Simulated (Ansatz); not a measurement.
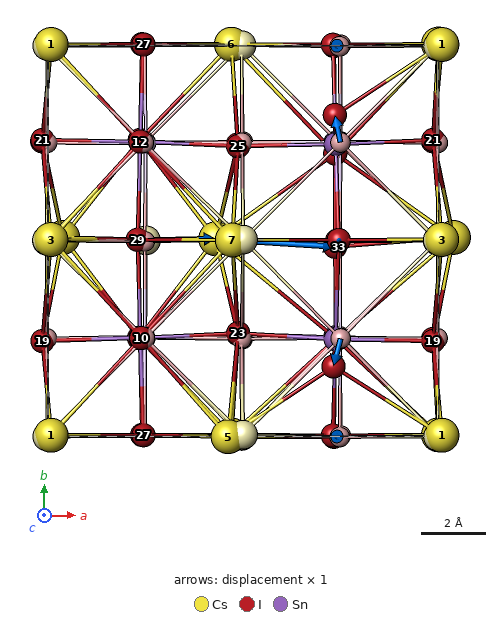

A relaxation of a defect cell of composition Cs8I25Sn8 (cell charge +1). The starting structure is drawn faded, the final one solid; blue arrows show the displacements, at their true length.

Style: ball-and-stick. Shown: the cell of the calculation (origin shifted), along the c axis.

Method: Ansatz 0.2.0, DFT, PBEsol, PAW, plane waves. Settings: plane-wave cutoff 420 eV; k-point mesh 1 × 1 × 1; mesh shifted by (0.25, 0.25, 0.25); no spin polarisation; atoms relaxed in a fixed cell; force threshold 0.03 eV/Å; at most 80 steps.

**What did the optimiser do to the structure, and how much energy did it gain?**

An I atom moves most: 2.90 Å along +a. Largest moves by element: I 2.90 Å, Cs 2.20 Å, Sn 0.29 Å. The lattice vectors keep their values. Near-neighbour distances that change, for instance: Cs–I 6.123 → 3.743 Å, Cs–I 6.826 → 4.626 Å, Cs–I 6.814 → 4.933 Å, Cs–Cs 3.122 → 4.823 Å. New bonds form: Cs–I (5.30 → 4.31 Å), Cs–I (5.31 → 4.34 Å), Cs–I (5.32 → 4.33 Å), Cs–I (5.32 → 4.35 Å). Bond angles that change, for instance: I–Cs–I 178.2° → 103.7°, I–Cs–I 178.9° → 104.7°, Cs–I–Cs 135.0° → 176.5°. After 22 geometry steps the energy has fallen by 4.535 eV per cell of the calculation. Largest force component: 1.9 eV/Å at the start, 0.011 eV/Å at the end. The run took 46 s on 1 × NVIDIA GB300 Max-Q with 8 threads of Arm Neoverse-V2, peak memory 2.2 GiB.

Limits of the set-up: the cell is charged, on a uniform background, and energies carry no finite-size correction.
